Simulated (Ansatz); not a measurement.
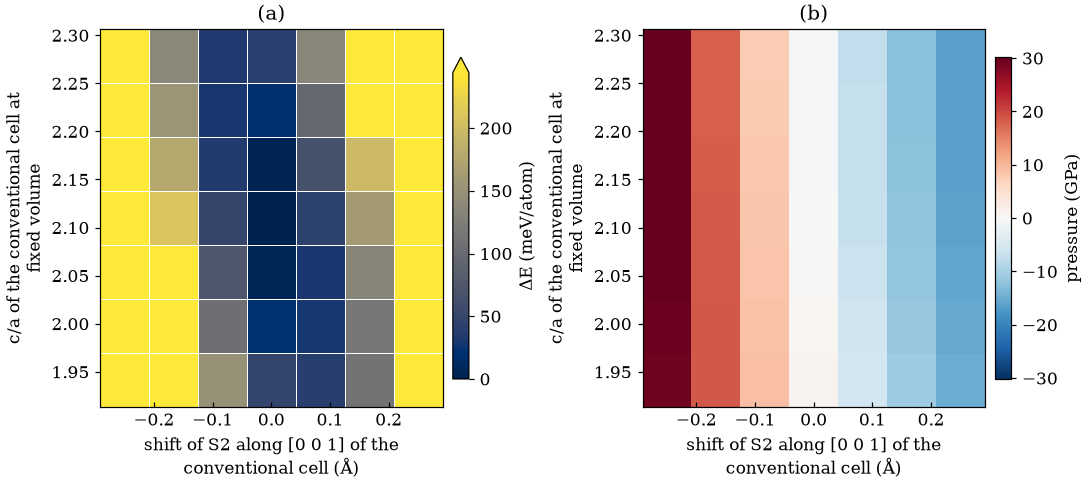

MoS2 (P-6m2, No. 187; 3 atoms in the cell). The energy is mapped over a free internal coordinate and the cell. The first coordinate is: shift of S2 along [0 0 1] of the conventional cell, Cartesian (0 0 1), its symmetry partners moved as symmetry demands (measured in the relaxed cell); the second: c/a of the conventional cell at fixed volume. Nothing is relaxed (all other coordinates fixed). Grid: 7 × 7 points. Points are written as (first, second). Energies: meV/atom, counted from the lowest grid point. The band gap closes in part of the range. Theory: DFT PBE+D3(BJ), scalar-relativistic, plane waves, PAW in Ansatz. Settings: cutoff 420 eV, k-mesh 12×12×4 in the order of the run's cell vectors, gaussian smearing 0.05 eV, no spin polarisation.

Panel (a) is the energy and panel (b) the computed pressure on the same grid.

In the figure: one coloured cell a grid point, one colour for all values above the top of the scale.

### How does the pressure vary over the map, and what is it at the lowest grid point?

It runs from −16.5 GPa at (0.250 Å, 2.222) to 30.2 GPa at (−0.250 Å, 2.222). At the lowest grid point, (0.000 Å, 2.110), it is 0.0 GPa.
